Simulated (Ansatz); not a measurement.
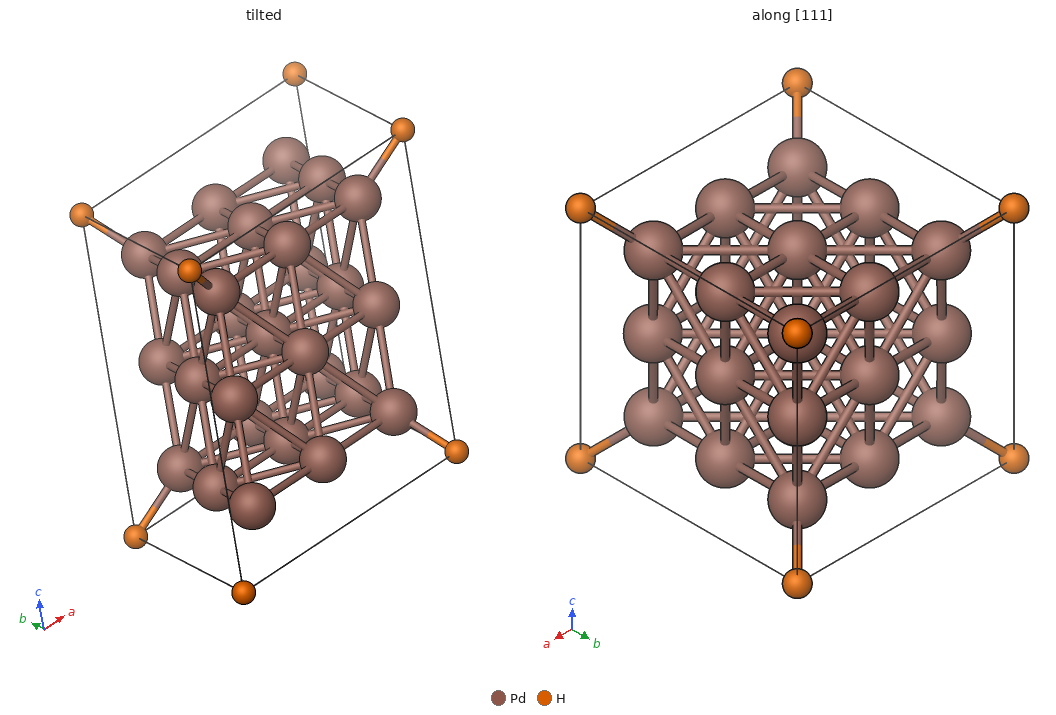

A ball-and-stick rendering, viewed slightly off an axis and along [111]. Lines trace the edges of the simulation cell. Cell: a = 8.363 Å, b = 8.363 Å, c = 8.363 Å, α = 60.00°, β = 60.00°, γ = 60.00°.

The solid is HPd27. It has 28 atoms to the cell (1 H, 27 Pd). Each H atom is coordinated by six Pd in an octahedral arrangement at about 2.0 Å. The bonds build a three-dimensional framework.

The initial geometry was a structure listed in the Materials Project, repeated into a supercell with a point defect put in. The cell was then strained or its atoms displaced on purpose. The atoms were relaxed in a fixed cell with DFT PBE, scalar-relativistic, plane waves, PAW (Ansatz).
